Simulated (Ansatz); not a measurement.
# Al(100) / 3 layers Ir(100) / Al(100): resistance against film thickness, part 2 of 2

Aim: what a thin film of another metal adds to the resistance, first Al(100) / 3 layers Ir(100) / Al(100).

Ansatz 0.2.0; Ansatz plane-wave DFT, LDA, PAW files; ballistic transport by layer matching (Landauer), zero bias.

So far. Step 2 (With 3 layers): The lead's potential steps by 23 meV from period to period, small in itself. The program estimates the junction's conductance to 10 % from the k-mesh, 0.6 % from the leads' distance from neutral and 14 % from their steps. Step 3 (With 5 layers, k-mesh 13×13×1, film layers 5): The conductance of the junction is 4.4e14 S/m², 16 % over the 3.7e14 S/m² of the last finished run, no more than the error estimates, leads' steps apart, of 10 and 11 % together.

**4. With 6 layers, k-mesh 13×13×1, film layers 6**

The stack now holds 6 film layers; the k-mesh follows the cell, and the energies span -0.27 to 0.27 eV.

System of this step: Al(100) / 6 layers Ir(100) / Al(100). The cell holds 14 atoms: 8 Al and 6 Ir. Its edges and angles: a = 2.862 Å, b = 2.862 Å, c = 26.554 Å, α = 90.0°, β = 90.0°, γ = 90.0°. It derives from Al and Ir. Regions: lead, 8 atoms (8 Al); films, 6 atoms (6 Ir). The structure is stacked along c, and the current runs across the ab planes.

The input, input.yaml:

```yaml
crystal:
  lattice:
    - [2.862347037, 0.0, 0.0]
    - [0.0, 2.862347037, 0.0]
    - [0.0, 0.0, 26.5537172315]
  atoms:
    - { symbol: Al, position: [0.0, 0.0, 0.0381111425] }
    - { symbol: Al, position: [0.5, 0.5, 0.1143334274] }
    - { symbol: Al, position: [0.0, 0.0, 0.1905557123] }
    - { symbol: Al, position: [0.5, 0.5, 0.2667779972] }
    - { symbol: Ir, position: [0.0, 0.0, 0.3374076163] }
    - { symbol: Ir, position: [0.5, 0.5, 0.4024445698] }
    - { symbol: Ir, position: [0.0, 0.0, 0.4674815233] }
    - { symbol: Ir, position: [0.5, 0.5, 0.5325184767] }
    - { symbol: Ir, position: [0.0, 0.0, 0.5975554302] }
    - { symbol: Ir, position: [0.5, 0.5, 0.6625923837] }
    - { symbol: Al, position: [0.0, 0.0, 0.7332220028] }
    - { symbol: Al, position: [0.5, 0.5, 0.8094442877] }
    - { symbol: Al, position: [0.0, 0.0, 0.8856665726] }
    - { symbol: Al, position: [0.5, 0.5, 0.9618888575] }
kpoints:
  mp_grid: { grid: [13, 13, 1] }
hamiltonian:
  xc: lda
scf:
  occupations: { method: fermi_dirac, width: 0.1 }
output:
  transmission:
    leads: [[0, 1]]
    kmesh: [26, 26]
    e_range: [-0.27, 0.27]
    de: 0.036
  write_potential: true
  write_density: true
  volumetric_format: npy
```

Command:

```sh
$ ansatz run input.yaml --threads 4 --pin off --max-ram 8192MiB --backend cpu --events-out ev --progress --plain --runs-dir out
```

Numbers of over 12 decimals in the logs are rounded to 6 here.

The log of the run:

```text
[...]
Crystal: 14 atoms, lattice volume = 217.555 Å³
Basis set: ecut = 420 eV, 4269 PW (Γ)
Bands: 77, of which v1, the nominal top of the filled ones, is band 63 counted from 1 (62 counted from 0)
Symmetry: 16 space group operations
[...]
k-points: 28 of 169
[...]
--- Transmission ---
  basis      : 69 plane waves across, 41 finite elements along
  points     : 105, standing for a mesh of 26 x 26
[...]
filled         : 29.7 meV under the level at which it is neutral
    channels       : 1.628698e0 a spin
[...]
slowest decay  : 0.0224 /Å at (0.5000, 0.4615)
  junction   : crystal 0 to crystal 0, 0.70 to 25.23 Å
    transmission   : 4.291395e-1 a spin
[...]
resistance     : 1.9807e-3 Ω µm² beyond half of each lead's own
[key lines of the parts left out:]
SCF converged after 8 iterations
Free energy (F): -74083.341189 eV
Fermi energy:    14.529257 eV
```

Wall time 65 s (4 threads of Intel Xeon Platinum 8259CL at 2.50GHz (Skylake/Cascade Lake), shared host); peak memory 0.88 GiB.

Numbers from this step:

```
free energy                                                                : -74083.3412 eV
energy at zero smearing                                                    : -74083.1757 eV
Fermi energy                                                               : 14.53 eV
step of the lead's potential                                               : 18.9 meV
conductance of the junction                                                : 3.80e14 S/m²
junction conductance per cell                                              : 0.4021 G₀
estimated errors of the junction's conductance                             : 0.7, 0, 11.9, 29.4, 3.7 % (energy step, band edges, k-mesh, leads' steps, distance from neutral)
area resistance that the stack adds (contact term taken off, spin by spin) : 1.981 fΩ m²
```

Per spin. Transmission, zone mean against energy, zero at the Fermi level:

| energy (eV) | transmission, zone mean |
| --- | --- |
| -0.270 | 0.304 |
| -0.234 | 0.319 |
| -0.198 | 0.323 |
| -0.162 | 0.342 |
| -0.126 | 0.352 |
| -0.090 | 0.358 |
| -0.054 | 0.358 |
| -0.018 | 0.387 |
| 0.018 | 0.429 |
| 0.054 | 0.438 |
| 0.090 | 0.420 |
| 0.126 | 0.416 |
| 0.162 | 0.463 |
| 0.198 | 0.457 |
| 0.234 | 0.499 |
| 0.270 | 0.492 |

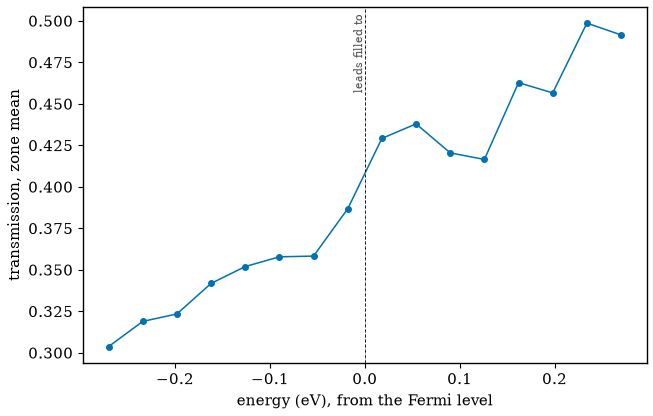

Transmission, zone mean, plotted against energy.

The conductance of the junction is 3.8e14 S/m², 13 % under the 4.4e14 S/m² of the last finished run, no more than the error estimates, leads' steps apart, of 11 and 12 % together. The estimate from the leads' steps, 29 %, is larger still.

**5. With 8 layers, k-mesh 13×13×1, film layers 8**

The stack now holds 8 film layers; the k-mesh follows the cell, and the energies span -0.27 to 0.27 eV.

System of this step: Al(100) / 8 layers Ir(100) / Al(100). The cell holds 16 atoms: 8 Al and 8 Ir. Its edges and angles: a = 2.862 Å, b = 2.862 Å, c = 30.008 Å, α = 90.0°, β = 90.0°, γ = 90.0°. It derives from Al and Ir. Regions: lead, 8 atoms (8 Al); films, 8 atoms (8 Ir). The structure is stacked along c, and the current runs across the ab planes.

input.yaml, the sections that differ from step 4:

```yaml
crystal:
  lattice:
    - [2.862347037, 0.0, 0.0]
    - [0.0, 2.862347037, 0.0]
    - [0.0, 0.0, 30.0076629754]
  atoms:
    - { symbol: Al, position: [0.0, 0.0, 0.033724469] }
    - { symbol: Al, position: [0.5, 0.5, 0.101173407] }
    - { symbol: Al, position: [0.0, 0.0, 0.168622345] }
    - { symbol: Al, position: [0.5, 0.5, 0.2360712831] }
    - { symbol: Ir, position: [0.0, 0.0, 0.2985712831] }
    - { symbol: Ir, position: [0.5, 0.5, 0.356122345] }
    - { symbol: Ir, position: [0.0, 0.0, 0.413673407] }
    - { symbol: Ir, position: [0.5, 0.5, 0.471224469] }
    - { symbol: Ir, position: [0.0, 0.0, 0.528775531] }
    - { symbol: Ir, position: [0.5, 0.5, 0.586326593] }
    - { symbol: Ir, position: [0.0, 0.0, 0.643877655] }
    - { symbol: Ir, position: [0.5, 0.5, 0.7014287169] }
    - { symbol: Al, position: [0.0, 0.0, 0.7639287169] }
    - { symbol: Al, position: [0.5, 0.5, 0.831377655] }
    - { symbol: Al, position: [0.0, 0.0, 0.898826593] }
    - { symbol: Al, position: [0.5, 0.5, 0.966275531] }
# kpoints, hamiltonian, scf, output: as in step 4
```

The log of the run:

```text
[...]
Crystal: 16 atoms, lattice volume = 245.854 Å³
Basis set: ecut = 420 eV, 4809 PW (Γ)
Bands: 96, of which v1, the nominal top of the filled ones, is band 80 counted from 1 (79 counted from 0)
Symmetry: 16 space group operations
[...]
k-points: 28 of 169
[...]
--- Transmission ---
  basis      : 69 plane waves across, 47 finite elements along
  points     : 105, standing for a mesh of 26 x 26
[...]
filled         : 30.0 meV under the level at which it is neutral
    channels       : 1.628698e0 a spin
[...]
slowest decay  : 0.0224 /Å at (0.5000, 0.4615)
  junction   : crystal 0 to crystal 0, 0.70 to 28.68 Å
    transmission   : 3.845742e-1 a spin
[...]
resistance     : 2.2432e-3 Ω µm² beyond half of each lead's own
[key lines of the parts left out:]
SCF converged after 8 iterations
Free energy (F): -97409.682022 eV
Fermi energy:    15.768046 eV
```

It took 82 s on 4 threads; peak memory 1.1 GiB; 4.8 min of CPU time.

This step gave:

```
free energy                                                                : -97409.6820 eV
energy at zero smearing                                                    : -97409.4916 eV
Fermi energy                                                               : 15.77 eV
step of the lead's potential                                               : 21.1 meV
conductance of the junction                                                : 3.46e14 S/m²
junction conductance per cell                                              : 0.3656 G₀
estimated errors of the junction's conductance                             : 0.8, 0, 14.8, 41.4, 2 % (energy step, band edges, k-mesh, leads' steps, distance from neutral)
area resistance that the stack adds (contact term taken off, spin by spin) : 2.243 fΩ m²
```

Per spin. The transmission, zone mean by energy, zero at the Fermi level:

| energy (eV) | transmission, zone mean |
| --- | --- |
| -0.270 | 0.305 |
| -0.234 | 0.355 |
| -0.198 | 0.375 |
| -0.162 | 0.379 |
| -0.126 | 0.326 |
| -0.090 | 0.351 |
| -0.054 | 0.351 |
| -0.018 | 0.353 |
| 0.018 | 0.385 |
| 0.054 | 0.389 |
| 0.090 | 0.354 |
| 0.126 | 0.347 |
| 0.162 | 0.368 |
| 0.198 | 0.402 |
| 0.234 | 0.435 |
| 0.270 | 0.433 |

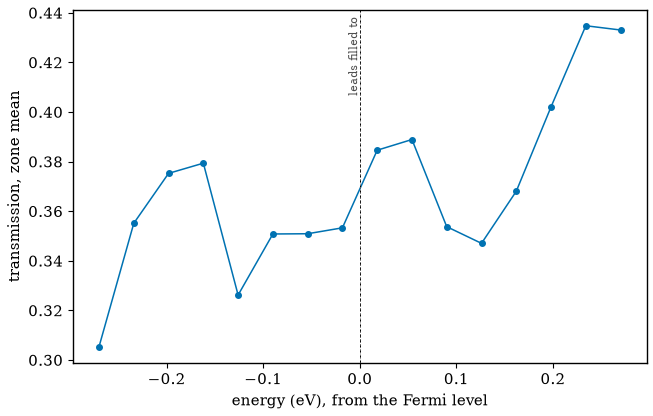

Transmission, zone mean against energy.

The conductance of the junction is 3.5e14 S/m², 9.1 % under the 3.8e14 S/m² of the last finished run, within the error estimates, leads' steps apart, of 12 and 15 %. The estimate from the leads' steps, 41 %, is larger still.

**6. With 10 layers, k-mesh 13×13×1, film layers 10**

The stack now holds 10 film layers; the k-mesh follows the cell, and the energies span -0.27 to 0.27 eV.

System of this step: Al(100) / 10 layers Ir(100) / Al(100). The cell holds 18 atoms: 8 Al and 10 Ir. Cell: a = 2.862 Å, b = 2.862 Å, c = 33.462 Å, α = 90.0°, β = 90.0°, γ = 90.0°. It derives from Al and Ir. Regions: lead, 8 atoms (8 Al); films, 10 atoms (10 Ir). The structure is stacked along c, and the current runs across the ab planes.

input.yaml, the sections that differ from step 5:

```yaml
crystal:
  lattice:
    - [2.862347037, 0.0, 0.0]
    - [0.0, 2.862347037, 0.0]
    - [0.0, 0.0, 33.4616087192]
  atoms:
    - { symbol: Al, position: [0.0, 0.0, 0.0302433905] }
    - { symbol: Al, position: [0.5, 0.5, 0.0907301716] }
    - { symbol: Al, position: [0.0, 0.0, 0.1512169526] }
    - { symbol: Al, position: [0.5, 0.5, 0.2117037337] }
    - { symbol: Ir, position: [0.0, 0.0, 0.2677524118] }
    - { symbol: Ir, position: [0.5, 0.5, 0.3193629869] }
    - { symbol: Ir, position: [0.0, 0.0, 0.3709735621] }
    - { symbol: Ir, position: [0.5, 0.5, 0.4225841373] }
    - { symbol: Ir, position: [0.0, 0.0, 0.4741947124] }
    - { symbol: Ir, position: [0.5, 0.5, 0.5258052876] }
    - { symbol: Ir, position: [0.0, 0.0, 0.5774158627] }
    - { symbol: Ir, position: [0.5, 0.5, 0.6290264379] }
    - { symbol: Ir, position: [0.0, 0.0, 0.6806370131] }
    - { symbol: Ir, position: [0.5, 0.5, 0.7322475882] }
    - { symbol: Al, position: [0.0, 0.0, 0.7882962663] }
    - { symbol: Al, position: [0.5, 0.5, 0.8487830474] }
    - { symbol: Al, position: [0.0, 0.0, 0.9092698284] }
    - { symbol: Al, position: [0.5, 0.5, 0.9697566095] }
# kpoints, hamiltonian, scf, output: as in step 5
```

The log of the run:

```text
[...]
Crystal: 18 atoms, lattice volume = 274.152 Å³
Basis set: ecut = 420 eV, 5347 PW (Γ)
Bands: 117, of which v1, the nominal top of the filled ones, is band 97 counted from 1 (96 counted from 0)
Symmetry: 16 space group operations
[...]
k-points: 28 of 169
[...]
--- Transmission ---
  basis      : 69 plane waves across, 54 finite elements along
  points     : 105, standing for a mesh of 26 x 26
[...]
filled         : 34.3 meV under the level at which it is neutral
    channels       : 1.628698e0 a spin
[...]
slowest decay  : 0.0226 /Å at (0.5000, 0.4615)
  junction   : crystal 0 to crystal 0, 0.70 to 32.14 Å
    transmission   : 3.777819e-1 a spin
[...]
resistance     : 2.3017e-3 Ω µm² beyond half of each lead's own
[key lines of the parts left out:]
SCF converged after 9 iterations
Free energy (F): -120735.973612 eV
Fermi energy:    16.758296 eV
```

The job ended after 100 s (4 threads; peak memory 1.3 GiB).

Numbers from this step:

- free energy: -120735.9736 eV
- energy at zero smearing: -120735.7346 eV
- Fermi energy: 16.76 eV
- step of the lead's potential: 18 meV
- lead conductance per cell: 1.628 G₀
- conductance of the junction: 3.39e14 S/m²
- junction conductance per cell: 0.3583 G₀
- estimated errors of the junction's conductance: 0.3, 0, 12.3, 49.6, 4.3 % (energy step, band edges, k-mesh, leads' steps, distance from neutral)
- area resistance that the stack adds (contact term taken off, spin by spin): 2.302 fΩ m²

Per spin. The transmission, zone mean by energy, zero at the Fermi level:

| energy (eV) | transmission, zone mean |
| --- | --- |
| -0.270 | 0.331 |
| -0.234 | 0.360 |
| -0.198 | 0.370 |
| -0.162 | 0.324 |
| -0.126 | 0.320 |
| -0.090 | 0.297 |
| -0.054 | 0.313 |
| -0.018 | 0.349 |
| 0.018 | 0.378 |
| 0.054 | 0.376 |
| 0.090 | 0.394 |
| 0.126 | 0.397 |
| 0.162 | 0.443 |
| 0.198 | 0.425 |
| 0.234 | 0.412 |
| 0.270 | 0.404 |

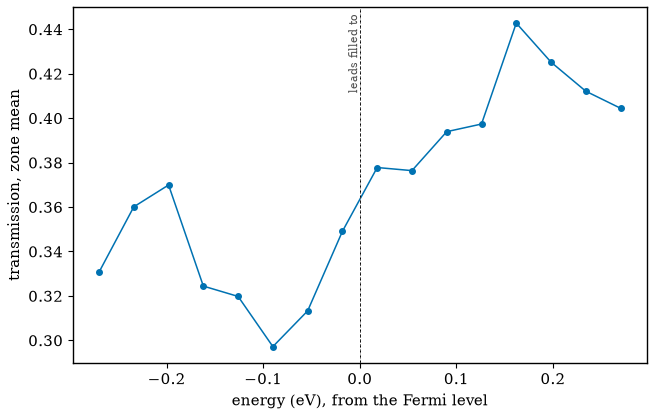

Transmission, zone mean against energy.

The conductance of the junction is 3.4e14 S/m², 2.0 % under the 3.5e14 S/m² of the last finished run, within the error estimates, leads' steps apart, of 15 and 12 %. The estimate from the leads' steps, 50 %, is larger still.

**7. Cost and result by level**

Times are for 4 threads of Intel Xeon Platinum 8259CL at 2.50GHz (Skylake/Cascade Lake), shared host. Results by setting:

| no. | film layers | area resistance that the stack adds (contact term taken off, spin by spin) (fΩ m²) | conductance of the junction (S/m²) | time | memory (GiB) |
| --- | --- | --- | --- | --- | --- |
| 1 | 3 | 2.023 | 3.74e14 | 3.5 min | 0.93 |
| 2 | 5 | 1.649 | 4.35e14 | 2 min | 0.9 |
| 3 | 6 | 1.981 | 3.80e14 | 65 s | 0.88 |
| 4 | 8 | 2.243 | 3.46e14 | 82 s | 1.1 |
| 5 | 10 | 2.302 | 3.39e14 | 100 s | 1.3 |

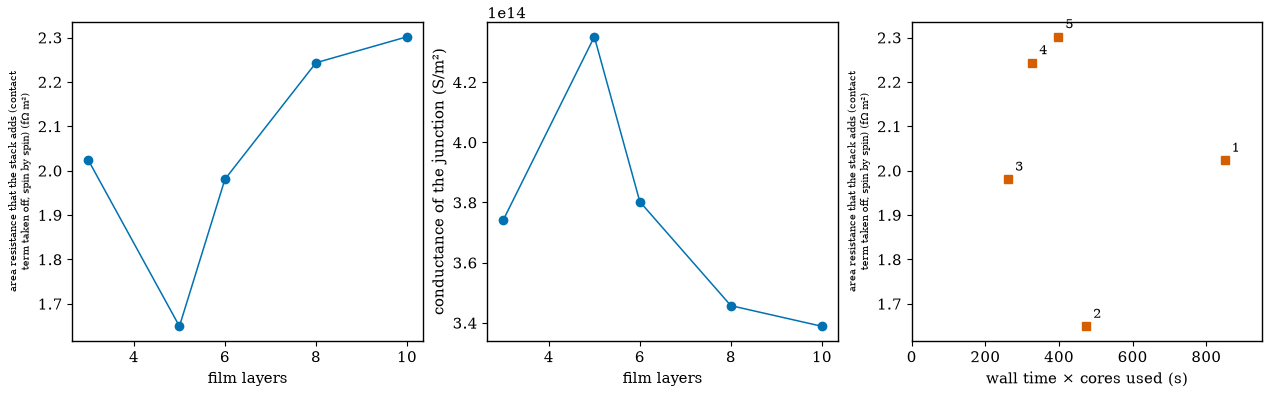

The series as plots; the last panel sets the first result against cost, with the runs numbered as in the table.

**8. With 5 layers**

This step: Ansatz plane-wave DFT, LDA, PAW files; ballistic transport by layer matching (Landauer), zero bias; changed: output.transmission.e_range = [-0.5, 0.5], output.transmission.de = 0.035, output.transmission.temperature = 900.0 (Ansatz 0.2.0).

System of this step: Al(100) / 5 layers Ir(100) / Al(100). The cell holds 13 atoms: 8 Al and 5 Ir. Cell: a = 2.862 Å, b = 2.862 Å, c = 24.909 Å, α = 86.7°, β = 86.7°, γ = 90.0°. It derives from Al and Ir. Regions: lead, 8 atoms (8 Al); films, 5 atoms (5 Ir). The structure is stacked along c, and the current runs across the ab planes.

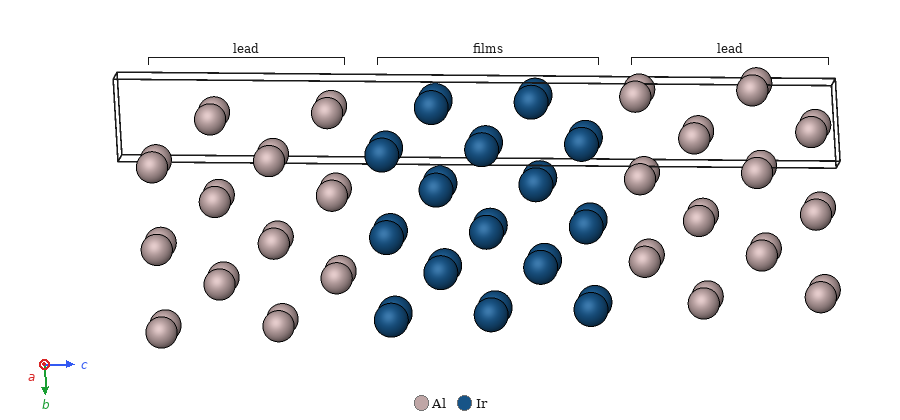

The cell of this step (aluminium light grey, iridium blue). 2×3×1 cells are drawn.

The input, input.yaml:

```yaml
crystal:
  lattice:
    - [2.862347037, 0.0, 0.0]
    - [0.0, 2.862347037, 0.0]
    - [1.4311735185, 1.4311735185, 24.8267443596]
  atoms:
    - { symbol: Al, position: [0.9796189044, 0.9796189044, 0.0407621912] }
    - { symbol: Al, position: [0.4388567132, 0.4388567132, 0.1222865735] }
    - { symbol: Al, position: [0.898094522, 0.898094522, 0.2038109559] }
    - { symbol: Al, position: [0.3573323309, 0.3573323309, 0.2853353383] }
    - { symbol: Ir, position: [0.8195609882, 0.8195609882, 0.3608780236] }
    - { symbol: Ir, position: [0.2847804941, 0.2847804941, 0.4304390118] }
    - { symbol: Ir, position: [0.75, 0.75, 0.5] }
    - { symbol: Ir, position: [0.2152195059, 0.2152195059, 0.5695609882] }
    - { symbol: Ir, position: [0.6804390118, 0.6804390118, 0.6391219764] }
    - { symbol: Al, position: [0.1426676691, 0.1426676691, 0.7146646617] }
    - { symbol: Al, position: [0.601905478, 0.601905478, 0.7961890441] }
    - { symbol: Al, position: [0.0611432868, 0.0611432868, 0.8777134265] }
    - { symbol: Al, position: [0.5203810956, 0.5203810956, 0.9592378088] }
kpoints:
  mp_grid: { grid: [13, 13, 1] }
hamiltonian:
  xc: lda
scf:
  occupations: { method: fermi_dirac, width: 0.1 }
output:
  transmission:
    leads: [[0, 1]]
    kmesh: [26, 26]
    e_range: [-0.5, 0.5]
    de: 0.035
    temperature: 900.0
  write_potential: true
  write_density: true
  volumetric_format: npy
```

The log of the run:

```text
[...]
Crystal: 13 atoms, lattice volume = 203.406 Å³
Basis set: ecut = 420 eV, 3983 PW (Γ)
Bands: 68, of which v1, the nominal top of the filled ones, is band 55 counted from 1 (54 counted from 0)
Symmetry: 4 space group operations
k-points: 49 of 169
[...]
SCF iter   1: F=—  HF=-62420.898106 eV  |F-HF|=—  |Δ(HF+E_count)|=         —  Δρ=2.61e-2  dr2=7.55e1  ethr=1.77e-3  ⟨swp⟩=6.9  Hψ=13200  notcnv=0  defer=3
[...]
SCF iter   8: F=-62420.173659 eV  HF=-62420.173659 eV  |F-HF|=6.38e-8  |Δ(HF+E_count)|=  5.24e-10  Δρ=1.90e-6  dr2=6.56e-8  ethr=9.17e-11  ⟨swp⟩=6.0  Hψ=8426  notcnv=0
SCF 1 converged in 8 iterations: F = -62420.173659 eV  dr2 = 6.56e-8
[...]
transmission: 678 of 6771 steps passed
transmission: 1356 of 6771 steps passed
[...]
transmission: 6771 of 6771 steps passed
SCF converged after 8 iterations
Free energy (F): -62420.173659 eV
[...]
Internal energy: -62419.880629 eV  (E = F + TS)
E sigma→0 (E₀):  -62420.027144 eV
Entropy (-TS):   -0.293029 eV (-22.541 meV/atom)
Fermi energy:    13.762742 eV
[...]
--- Band table (eV; the first three rows and the last of 49) ---
  k-point 0: bands = [... 51 lower, 13.1334, 13.5221, 13.6826, 13.9894, 14.5559, 14.6018, 14.6026, 15.9807, ... 9 higher]
  k-point 1: bands = [... 51 lower, 13.5952, 13.6113, 13.7312, 14.0224, 14.1409, 14.4456, 14.7877, 16.3930, ... 9 higher]
  k-point 2: bands = [... 51 lower, 13.2180, 13.5578, 13.6055, 14.2633, 14.4911, 14.8545, 14.9442, 15.1963, ... 9 higher]
  k-point 48: bands = [... 51 lower, 13.7300, 13.7484, 13.7984, 13.8665, 14.1658, 14.2741, 14.2974, 14.4688, ... 9 higher]
--- Transmission ---
  basis      : 69 plane waves across, 37 finite elements along
  points     : 183, standing for a mesh of 26 x 26
[...]
channels       : 1.640533e0 a spin
    conductance    : none, the energies end too early or step too widely for 900 K: set another output.transmission.e_range or a lower de, or, where they end at an eighth of basis.ecutwfc, a higher one
    slowest decay  : 0.0225 /Å at (0.5000, 0.4615)
  junction   : crystal 0 to crystal 0, 0.70 to 23.50 Å
    transmission   : 4.723920e-1 a spin
[...]
```

Wall time 2.5 min (4 threads); peak memory 0.93 GiB.

This step gave:

* free energy: -62420.1737 eV
* energy at zero smearing: -62420.0271 eV
* Fermi energy: 13.76 eV
* step of the lead's potential: 19.6 meV

Per spin. The transmission, zone mean by energy, zero at the Fermi level:

| energy (eV) | transmission, zone mean |
| --- | --- |
| -0.500 | 0.380 |
| -0.395 | 0.402 |
| -0.290 | 0.444 |
| -0.185 | 0.439 |
| -0.080 | 0.419 |
| -0.010 | 0.472 |
| 0.060 | 0.437 |
| 0.165 | 0.487 |
| 0.200 | 0.506 |
| 0.270 | 0.487 |
| 0.375 | 0.518 |
| 0.445 | 0.558 |
| 0.480 | 0.520 |

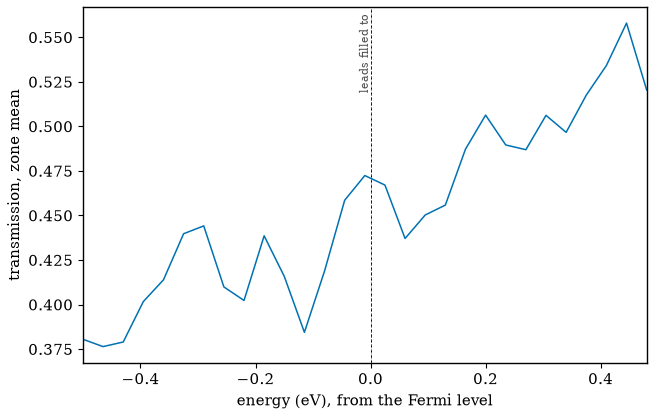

Transmission, zone mean against energy.

With these settings the solved energies don't cover or resolve the Fermi function, so the program prints no conductance.

**9. Outcome**

```json
{"area resistance, 3 layers": "2.02 fΩ m²", "area resistance, 5 layers": "1.65 fΩ m²", "area resistance, 6 layers": "1.98 fΩ m²", "area resistance, 8 layers": "2.24 fΩ m²", "area resistance, 10 layers": "2.30 fΩ m²"}
```

In words: The stack adds 2.0 fΩ m² with 3 layers and 2.3 fΩ m² with 10. From 5 to 10 layers it grows by 40 %, though no single step exceeds the two runs' error estimates together; nothing scatters inside a perfect film, so this is no ohmic growth. Atoms sit on ideal sites and aren't relaxed. Spin-orbit coupling is left out, which matters for Ir. The program's error estimates for the conductances, leads' steps apart, run from 10 to 15 %. The program's estimate of the error from the leads' steps alone runs to 50 %, although the steps are small; only longer leads would test it. Ir(100) is stretched by 5.4 % in plane to fit Al(100), at its own atomic volume.

[Logs are printed without paths, hosts, clocks, repeated set-up lines and the standing remarks that a program may print on its own settings, such as how far it seeks lower states.]

[Hosts, paths, dates, database ids (printed as entryN), source tags and the programs' standing remarks are cut or masked in the printed files.]
